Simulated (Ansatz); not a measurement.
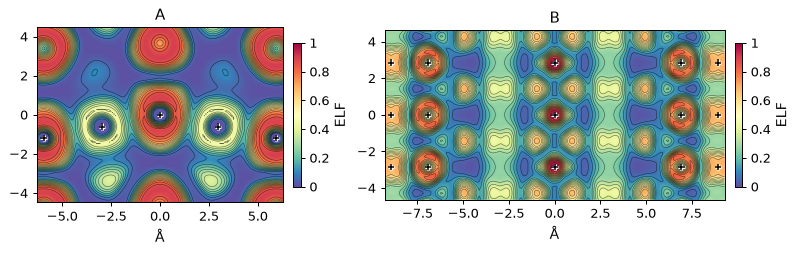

The ELF of 2 systems, each on a plane through atoms (crosses mark nuclei in the plane).

Method: DFT PBE, scalar-relativistic, plane waves, PAW (Ansatz).

System 1: CsPbBr3, the (100) plane of the conventional cell. Space group Pnma.

```
CELL_PARAMETERS angstrom
8.53170 0.00000 0.00000
0.00000 11.89910 0.00000
0.00000 0.00000 8.26112
ATOMIC_POSITIONS crystal
Cs 0.55758 0.25000 0.01651
Cs 0.94242 0.75000 0.51651
Cs 0.05758 0.25000 0.48349
Cs 0.44242 0.75000 0.98349
Pb 0.00000 0.50000 0.00000
Pb 0.50000 0.50000 0.50000
Pb 0.50000 0.00000 0.50000
Pb 0.00000 0.00000 0.00000
Br 0.29309 0.46225 0.20439
Br 0.20691 0.53775 0.70439
Br 0.79309 0.03775 0.29561
Br 0.70691 0.96225 0.79561
Br 0.70691 0.53775 0.79561
Br 0.79309 0.46225 0.29561
Br 0.20691 0.96225 0.70439
Br 0.29309 0.03775 0.20439
Br 0.01368 0.75000 0.07287
Br 0.48632 0.25000 0.57287
Br 0.51368 0.75000 0.42713
Br 0.98632 0.25000 0.92713
```

System 2: CoPtO2, the (11̄0) plane of the conventional cell. Space group R-3m; a structure from a database of computed crystals, not necessarily the ambient phase; computed without spin polarisation.

```
Co Pt O
1.0
     2.85479    0.00000    0.00000
    -1.42739    2.47232    0.00000
     0.00000    0.00000   17.88325
Co Pt O
3 3 6
Direct
  0.33333 0.66667 0.16667
  0.00000 0.00000 0.50000
  0.66667 0.33333 0.83333
  0.00000 0.00000 0.00000
  0.66667 0.33333 0.33333
  0.33333 0.66667 0.66667
  0.66667 0.33333 0.22099
  0.33333 0.66667 0.55432
  0.00000 0.00000 0.88765
  0.00000 0.00000 0.11235
  0.66667 0.33333 0.44568
  0.33333 0.66667 0.77901
```

> Which map belongs to which system?

Panel A is system 1, CsPbBr3: the plane holds Pb and Br. Pb–Br (3.04 Å): the ELF is about 0.25 at the midpoint. Panel B is system 2, CoPtO2: the plane holds Co, Pt and O. Pt–O (2.01 Å): the ELF peaks at about 0.85 in the valence shell of O, 0.6 Å from its nucleus, and is about 0.20 at the midpoint.
